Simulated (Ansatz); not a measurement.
## Electronic structure of TiN (slab) in real space

```yaml
crystal:
  lattice:
    - [3.00298, 0.00000, 0.00000]
    - [0.00000, 3.00298, 0.00000]
    - [0.00000, 0.00000, 28.14341]
  atoms:
    - { symbol: Ti, position: [0.49950, 0.49950, 0.27091] }
    - { symbol: N, position: [0.99950, 0.99950, 0.26470] }
    - { symbol: Ti, position: [0.99950, 0.99950, 0.34294] }
    - { symbol: N, position: [0.49950, 0.49950, 0.34128] }
    - { symbol: Ti, position: [0.49958, 0.49958, 0.41678] }
    - { symbol: N, position: [0.99958, 0.99958, 0.41862] }
    - { symbol: Ti, position: [0.99974, 0.99974, 0.49224] }
    - { symbol: N, position: [0.49977, 0.49977, 0.49211] }
```

Not relaxed (largest force 1.8 eV/Å); computed without spin polarisation.

The calculation used DFT PBE, scalar-relativistic, plane waves, PAW in Ansatz.

In a PAW calculation such maps are meaningful between the atoms, not at the nuclei.

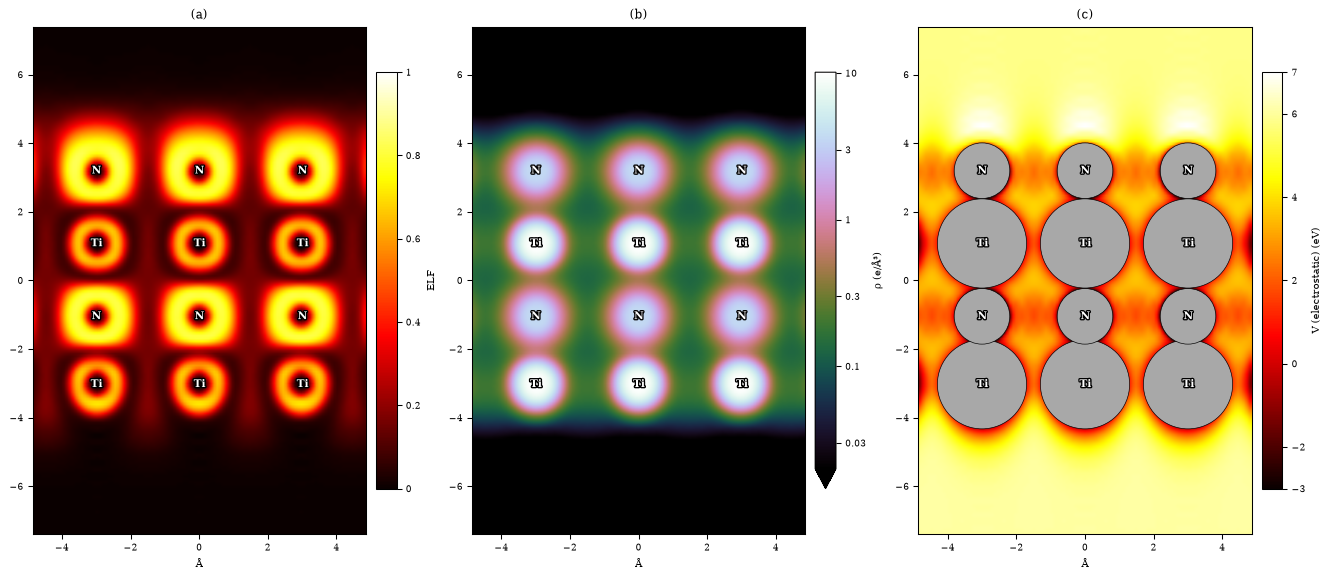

Figure 1. (a) ELF; (b) valence electron density; (c) electrostatic potential (local pseudopotential plus Hartree) felt by an electron on the (100) plane of the calculation cell, a cut from vacuum to vacuum. Grey discs cover the atomic cores in the potential map.

Q: Read the bonding off the picture.

A: The section cuts through Ti and N sites. Ti–N (1.98 Å): the density is about 0.71 e/Å³ at the midpoint; the ELF peaks at about 0.80 in the valence shell of N, 0.6 Å from its nucleus, and is about 0.25 at the midpoint; no localised pair shows between them. Ti–N (2.12 Å): the density is about 0.52 e/Å³ at the midpoint; the ELF peaks at about 0.80 in the valence shell of N, 0.6 Å from its nucleus, and is about 0.20 at the midpoint: no localised pair shows between them. Ti–Ti (3.00 Å): the density is about 0.2 e/Å³ at the midpoint; the ELF is about 0.15 at the midpoint; no localised pair shows between them. The density dies away to nearly zero in the vacuum. The features right at Ti lie inside the PAW spheres, where the map follows smoothed inner orbitals and isn't to be read closely.

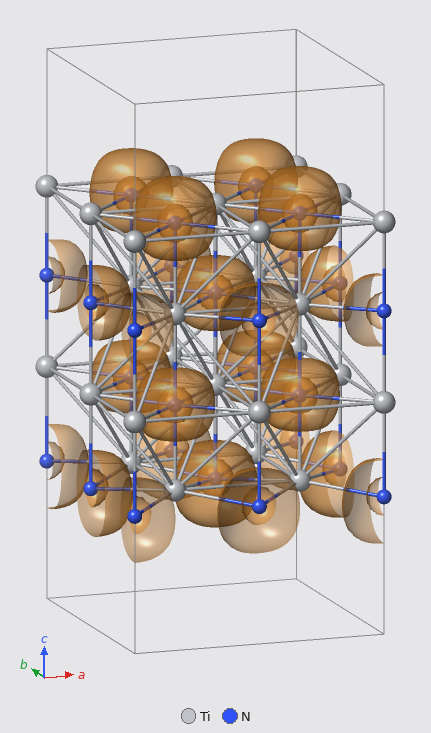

Figure 2. Isosurface of the electron localisation function at 0.65 (orange), seen slightly off an axis. Only the valence region is drawn (cores and ρ < 0.01 e/Å³ removed). Sticks mark near contacts.

Q: What do the ELF domains correspond to?

A: At this value the surface marks out four regions wrapped around N (the valence shell of each), counted in one cell of 8 atoms. Counts are for one cell; the picture repeats the cell along the surface.


 Ti–Ti (2.94 Å): the ELF is about 0.20 at the midpoint: no shared electron pair shows on this line.

Q: Does the calculation make it a metal, or give it a gap?

A: It is gapless in this calculation (a metal or semimetal).
